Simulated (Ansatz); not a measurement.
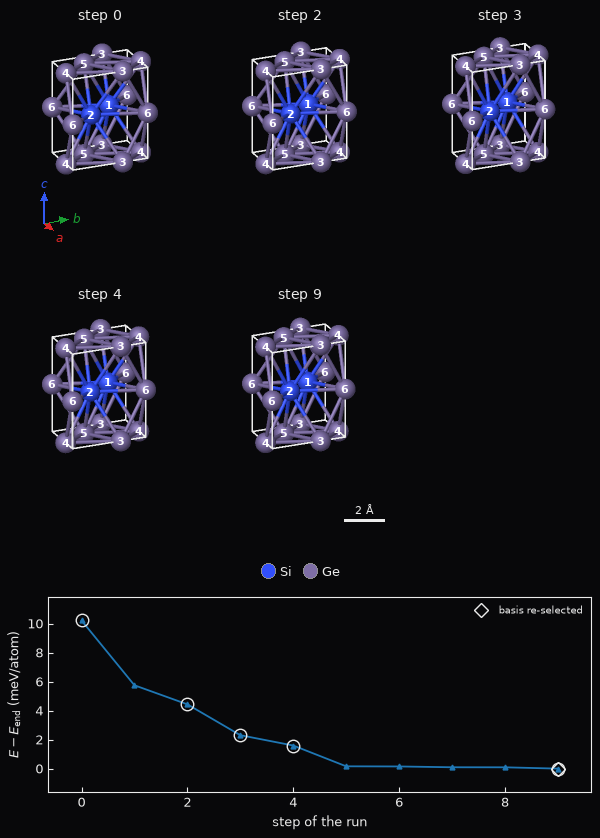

Frames of a relaxation of a crystal of SiGe2 (a generated structure, set up in P-62m), marked on the history of the run. A ball-and-stick model of the cell of the calculation, seen slightly off an axis.

The calculation used DFT PBE, scalar-relativistic, plane waves, PAW (Ansatz 0.2.0). Settings: plane-wave cutoff 420 eV; k-point mesh 12 × 12 × 8; occupations gaussian; smearing width 0.1 eV; no spin polarisation; cell and atoms relaxed; force threshold 0.01 eV/Å; at most 80 steps.

### Describe the path.

The largest moves relative to the cell, 0.030 Å, are those of Ge3, Ge4 and Ge5. Ge4 goes along −a. Si stays in place. The volume changes by +0.1 %, with a = b 5.129 → 4.997 Å (−2.6 %), c 4.719 → 4.980 Å (+5.5 %). Among the contacts that change: Ge3–Ge4 2.961 → 2.859 Å, Ge3–Ge6 2.914 → 3.012 Å, Si1–Ge6 2.961 → 2.885 Å, Si1–Ge3 2.914 → 2.988 Å. The space group stays P-62m (No. 189). After 8 accepted moves (9 points after the start) the energy has fallen by 10.2 meV per atom. Largest force component: 0.22 eV/Å at the start, 0.00027 eV/Å at the end. The pressure goes from −0.04 to 0.01 GPa. At 1 point the geometry stayed and the basis and grid were re-selected for the new cell (energy shift of 0.1 meV per atom at most each time). Cost: 7.1 min on 1 thread of Arm Neoverse V1, with other jobs on the host, peak memory 0.55 GiB. From step 0 to 2: Ge atoms move most (0.06 Å), volume +0.1 %, energy −5.8 meV per atom. From step 2 to 3: volume +1.1 %, energy −2.1 meV per atom. From step 3 to 4: volume −1.3 %, energy −0.7 meV per atom. From step 4 to 9: volume +0.2 %, energy −1.6 meV per atom.
